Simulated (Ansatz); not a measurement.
**Single-point calculation, with input and output: Bi2Se3**

The run: single-point calculation of Bi2Se3 (R-3m, 5 atoms in the cell). Method and program: DFT PBE+D3(BJ), scalar-relativistic, plane waves, PAW, no spin polarisation (Ansatz 0.2.0).

The structure was built on a prototype by a generator; it need not be a known phase. Figures and captions count atoms from 1; the log counts them from 0 in places.

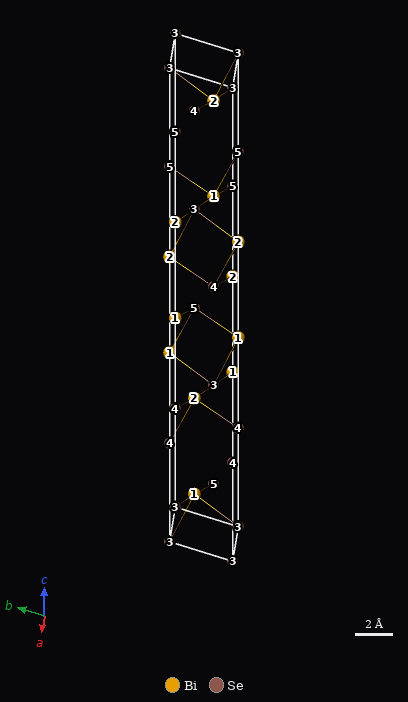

Fig. 1: The input geometry (ball-and-stick view of the cell 3 times as large as that of the calculation, set on its symmetry axes, seen at an oblique angle; atoms are numbered from 1 in the order of the input).

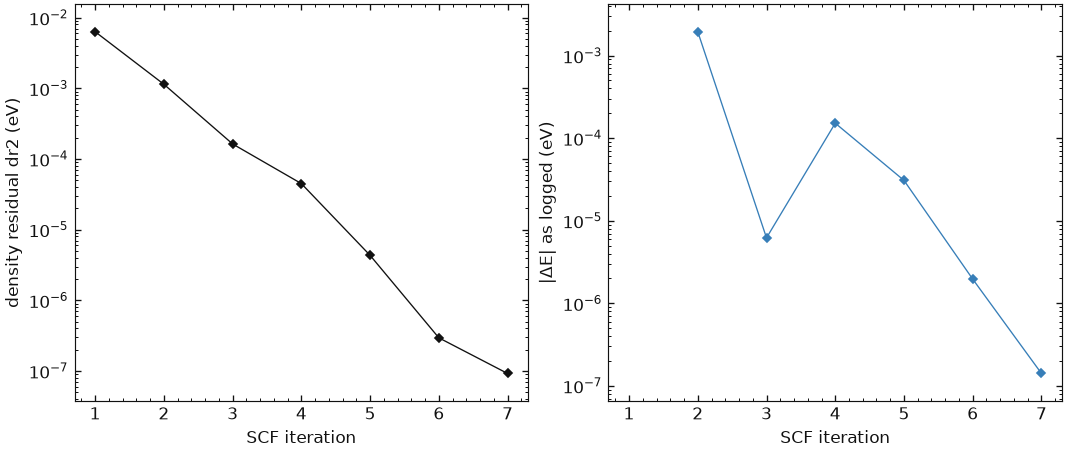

Fig. 2: Convergence of the self-consistent field: density residual dr2 and size of the energy change against the SCF iteration. The residual falls at every step.

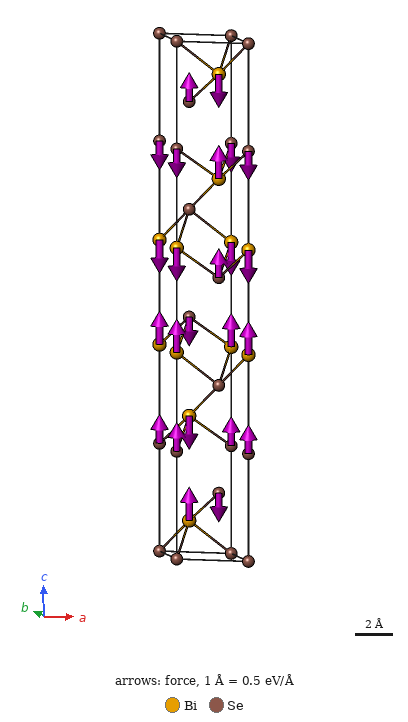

Fig. 3: Forces on the atoms as pink arrows (ball-and-stick view of the cell 3 times as large as that of the calculation, set on its symmetry axes, seen slightly off an axis). The largest act on Bi1, Bi2 (0.95 eV/Å); Se4, Se5 (0.83 eV/Å). Atoms are counted from 1 in the order of the input and aren't labelled in the picture. The geometry is not a stationary point of this energy.

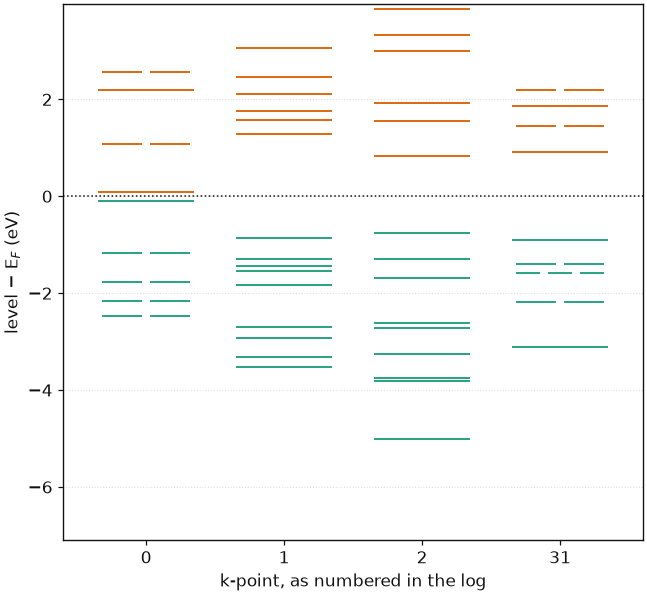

Fig. 4: Kohn–Sham levels near the Fermi level (dotted) at the few k-points that the log prints; levels within 0.02 eV of each other stand side by side. Among these points the highest filled and lowest empty levels are 0.18 eV apart, which is the gap on the mesh.

The input that produced these results follows, with the program's output.

## Input
```yaml
crystal:
  lattice:
    - [2.0664066107, 1.193040413, 9.5924512478]
    - [-2.0664066107, 1.193040413, 9.5924512478]
    - [0.0, -2.3860808258, 9.5924512478]
  atoms:
    - { symbol: Bi, position: [0.399, 0.399, 0.399] }
    - { symbol: Bi, position: [0.601, 0.601, 0.601] }
    - { symbol: Se, position: [0.0, 0.0, 0.0] }
    - { symbol: Se, position: [0.208, 0.208, 0.208] }
    - { symbol: Se, position: [0.792, 0.792, 0.792] }
basis:
  ecutwfc: 420
kpoints:
  mp_grid: { grid: [6, 6, 6] }
hamiltonian:
  xc: pbe
  dispersion: d3bj
scf:
  occupations: { method: gaussian, width: 0.1 }
output:
  forces: true
  stress: true
  eigenvalues: true
```

Run as:
```bash
ansatz run input.yaml --threads 8 --pin off --max-ram 14336MiB --backend cpu --events-out ev --progress --plain --runs-dir out
```

## Log
```
basis.fft_grid_basis auto: the FFT boxes are laid along the combinations [[1, 0, -1], [0, 1, -1], [0, 0, 1]] of the cell's own vectors, 4.133, 4.133 and 9.885 Å long. The dense box has 30×30×72 points. Along the cell's own vectors, as sized, it would have 72×72×72, 5.76 times as many. Of the 12 symmetry operations that the crystal satisfies within crystal.symmetry.tolerance (time reversal apart; of a slab, those that keep its plane) the dense box along the cell's own vectors carries 12, and the one as laid loses 8 of those. basis.fft_grid_basis: typed keeps the cell's own vectors: state it where this run's energies or levels are differenced outside the engine with another run's, or held beside a run that keeps those vectors.
Engine: ansatz 0.2.0, x86_64-unknown-linux-gnu
Pseudopotentials: kind: paw
Pseudopotential: Bi, paw, valence charge 15, recommended cutoff 420 eV (normal), Bi.paw.azcp
Pseudopotential: Se, paw, valence charge 16, recommended cutoff 420 eV (normal), Se.paw.azcp
Functional definition: PBE
  parameter kappa = 0.804
  parameter beta = 0.06672455060314922
  exchange = pbe_x(kappa = kappa, mu = beta*pi^2/3)
  correlation = pbe_c(beta = beta)
Crystal: 5 atoms, lattice volume = 141.890 Å³
Basis set: ecut = 420 eV, 2757 PW (Γ), FFT grids on a1−a3, a2−a3, a3, exchange–correlation on 60×60×144 points (8 copies of the dense FFT grid, shifted against one another)
Bands: 47, of which v1, the nominal top of the filled ones, is band 39 counted from 1 (38 counted from 0)
Symmetry: 12 space group operations
Space group: R-3m (ITA 166), of the structure as read, at distance tolerance 5.2e-5 Å
k-points: 32 of 216
Non-local potential: Bi, projectors of the file, l = 0: 2, l = 1: 2, l = 2: 2, l = 3: 2
Non-local potential: Se, projectors of the file, l = 0: 2, l = 1: 2, l = 2: 3, l = 3: 1
PAW form: soft (Blöchl's): semilocal exchange-correlation on the pseudo side does not see the compensation charge
PAW one-centre angular grid: Bi, 590 points (default); XC on 64 Gauss nodes
PAW one-centre angular grid: Se, 590 points (default); XC on 64 Gauss nodes
Initial density: superposition of atomic densities (neutral atoms: chi_scale 0, normalization atom), corrected by the library's trained network
Initial wavefunctions: pseudopotential atomic-orbital guess
Functional: x = pbe(κ = 0.804, μ = 0.2195149727645171), c = pbe(β = 0.06672455060314922)
SCF iter   1: F=—  HF=-41204.104317 eV  |F-HF|=—  |Δ(HF+E_count)|=         —  Δρ=1.17e-3  dr2=6.32e-3  ethr=1.77e-3  ⟨swp⟩=8.3  Hψ=6027  notcnv=0
preconditioner: auto → Resta (q_TF=auto, 2.469 Å⁻¹)  ε∞=4.2  [insulator: Δε(μ)=0.168 eV  Ē_g=9.216 eV  σ=0.100 eV  W_gap=0.77  n_scr=36 (ndim 8)  ℏωp=16.5 eV  f_vac=0.025  D(μ)=0.05/eV (n_scr^D=0)  ε∞_Penn≈4.2]
SCF iter   2: F=—  HF=-41204.102363 eV  |F-HF|=—  |Δ(HF+E_count)|=   1.95e-3  Δρ=6.48e-4  dr2=1.14e-3  ethr=8.10e-6  ⟨swp⟩=2.0  Hψ=2515  notcnv=0
SCF iter   3: F=—  HF=-41204.102369 eV  |F-HF|=—  |Δ(HF+E_count)|=   6.20e-6  Δρ=3.47e-4  dr2=1.63e-4  ethr=1.46e-6  ⟨swp⟩=1.7  Hψ=1552  notcnv=0
automatic band count: iteration 3 solves 46 bands in place of 47: the levels show a gap, and the empty bands left out lie too high to hold charge; the band table lists the bands solved (type scf.n_extra_bands for more)
SCF iter   4: F=—  HF=-41204.102522 eV  |F-HF|=—  |Δ(HF+E_count)|=   1.52e-4  Δρ=1.38e-4  dr2=4.48e-5  ethr=2.09e-7  ⟨swp⟩=2.2  Hψ=2640  notcnv=0
SCF iter   5: F=—  HF=-41204.102552 eV  |F-HF|=—  |Δ(HF+E_count)|=   3.08e-5  Δρ=5.41e-5  dr2=4.32e-6  ethr=5.74e-8  ⟨swp⟩=2.0  Hψ=2701  notcnv=0
SCF iter   6: F=—  HF=-41204.102554 eV  |F-HF|=—  |Δ(HF+E_count)|=   1.96e-6  Δρ=1.44e-5  dr2=2.94e-7  ethr=5.54e-9  ⟨swp⟩=2.0  Hψ=2221  notcnv=0
SCF iter   7: F=-41204.102554 eV  HF=-41204.102554 eV  |F-HF|=7.15e-9  |Δ(HF+E_count)|=   1.41e-7  Δρ=8.19e-6  dr2=9.20e-8  ethr=1.28e-10  ⟨swp⟩=8.0  Hψ=6660  notcnv=0
SCF 1 converged in 7 iterations: F = -41204.102554 eV  dr2 = 9.20e-8
  greatest PAW one-centre occupation: 1.000 electrons in one spin orbital (limit 2), on the Se atom at site 4 (counted from 0), in its partial waves of l = 2
SCF converged after 7 iterations
Free energy (F): -41204.102554 eV
Harris-Foulkes:  -41204.102554 eV  (|F-HF|=7.15e-9)
Internal energy: -41204.102325 eV  (E = F + TS)
E sigma→0 (E₀):  -41204.102440 eV
Entropy (-TS):   -0.000230 eV (-0.046 meV/atom)
Fermi energy:    9.285137 eV
--- Per-component energies (eV) ---
  E_band       = -1339.519861
  E_kinetic    = 955.382271
  E_local      = -10259.850662  (includes V_loc(G=0)·N_el)
  E_nonlocal   = -663.081857
  E_hartree    = 4563.498389
  E_xc         = -615.793447
  E_vxc        = -583.318613  (∫ρ·V_xc dr)
  E_paw        = -27059.624314  (= ΣΔE_a)
  E_vpaw       = 84.351031  (= ΣTr[D̂ρ^β])
  E_aug_tail   = -0.002654  (compensation charges beyond the density's cutoff)
  E_ewald      = -8122.626500
  E_disp       = -2.003550  (pairwise vdW)
  E_smearing   = -0.000230  (= −TS)
  E_closure    = -0.000000  (closes the sum)
  Σ components = -41204.102554   (vs F -41204.102554, Δ=0.00e0)
--- Forces (eV/Å), atoms counted from 1 ---
  atom   1  Bi     0.00000000     0.00000000     0.94828701
  atom   2  Bi    -0.00000000    -0.00000000    -0.94828701
  atom   3  Se    -0.00000000     0.00000000     0.00000000
  atom   4  Se     0.00000000     0.00000000     0.82560885
  atom   5  Se    -0.00000000    -0.00000000    -0.82560885
  max |Σ_I F_I| component: 2.89e-19 eV/Å
--- Stress (GPa, compression-positive) ---
       -1.239195       0.000000      -0.000000
        0.000000      -1.239195      -0.000000
       -0.000000      -0.000000      -2.677023
  P = ⅓ Tr σ = -1.7185 GPa (-17.185 kbar)
--- Band table (eV; the first three rows and the last of 32) ---
  k-point 0: bands = ["-38.4148", "-38.4085", "-38.4085", "-38.3834", "-38.3834", "-38.2698", "-38.2693", "-38.2636", "-38.2636", "-38.2622", "-38.2622", "-38.2408", "-38.2408", "-38.2407", "-38.2407", "-14.0597", "-14.0597", "-14.0580", "-14.0580", "-14.0456", "-14.0428", "-14.0348", "-14.0348", "-14.0319", "-14.0319", "-5.3060", "-4.2035", "-3.9012", "-0.6777", "0.1074", "6.8150", "6.8164", "7.1297", "7.1297", "7.5131", "7.5131", "8.1205", "8.1205", "9.1945", "9.3758", "10.3724", "10.3724", "11.4739", "11.8450", "11.8450", "14.8562"]
  k-point 1: bands = ["-38.4148", "-38.4085", "-38.4085", "-38.3834", "-38.3834", "-38.2697", "-38.2693", "-38.2636", "-38.2635", "-38.2623", "-38.2622", "-38.2408", "-38.2408", "-38.2407", "-38.2406", "-14.0621", "-14.0597", "-14.0531", "-14.0515", "-14.0424", "-14.0406", "-14.0376", "-14.0363", "-14.0355", "-14.0321", "-5.0615", "-4.0322", "-3.7223", "-0.8065", "-0.1227", "5.7647", "5.9581", "6.3491", "6.5895", "7.4519", "7.7400", "7.8507", "7.9933", "8.4294", "10.5675", "10.8562", "11.0439", "11.3945", "11.7478", "12.3521", "14.0574"]
  k-point 2: bands = ["-38.4148", "-38.4086", "-38.4085", "-38.3834", "-38.3833", "-38.2696", "-38.2694", "-38.2637", "-38.2634", "-38.2624", "-38.2621", "-38.2409", "-38.2408", "-38.2406", "-38.2405", "-14.0693", "-14.0649", "-14.0490", "-14.0433", "-14.0414", "-14.0390", "-14.0370", "-14.0324", "-14.0322", "-14.0293", "-4.3878", "-3.6578", "-3.2918", "-1.3171", "-0.7074", "4.2698", "5.4813", "5.5295", "6.0196", "6.5751", "6.6745", "7.5910", "7.9941", "8.5272", "10.1096", "10.8360", "11.2059", "12.2899", "12.6077", "13.1530", "13.2970"]
  k-point 31: bands = ["-38.4148", "-38.4085", "-38.4085", "-38.3834", "-38.3834", "-38.2698", "-38.2693", "-38.2636", "-38.2636", "-38.2622", "-38.2622", "-38.2408", "-38.2408", "-38.2407", "-38.2407", "-14.0597", "-14.0597", "-14.0580", "-14.0580", "-14.0455", "-14.0429", "-14.0348", "-14.0348", "-14.0319", "-14.0319", "-5.1878", "-4.6819", "-3.3645", "-1.2224", "0.5364", "6.1712", "7.1005", "7.1005", "7.7016", "7.7016", "7.7059", "7.8951", "7.8951", "8.3717", "10.1876", "10.7253", "10.7253", "11.1541", "11.4685", "11.4685", "14.6181"]
```

## Summary

- outcome: converged
- space group (tolerance 0.01 Å): R-3m (166)
- electrons treated: 78
- free energy: −41204.1026 eV
- Fermi energy: 9.285 eV
- gap on the k-point mesh: 0.18 eV
- pressure: −1.72 GPa
- largest force (length of the vector): 0.948 eV/Å
- hardware: 8 threads of AMD EPYC (Zen 4), 64 GiB of memory available, shared host
- wall time: 1.2 s (CPU time 6.5 s)
- peak memory: 0.75 GiB

## Notes

Spin–orbit coupling is left out, which matters for Bi.
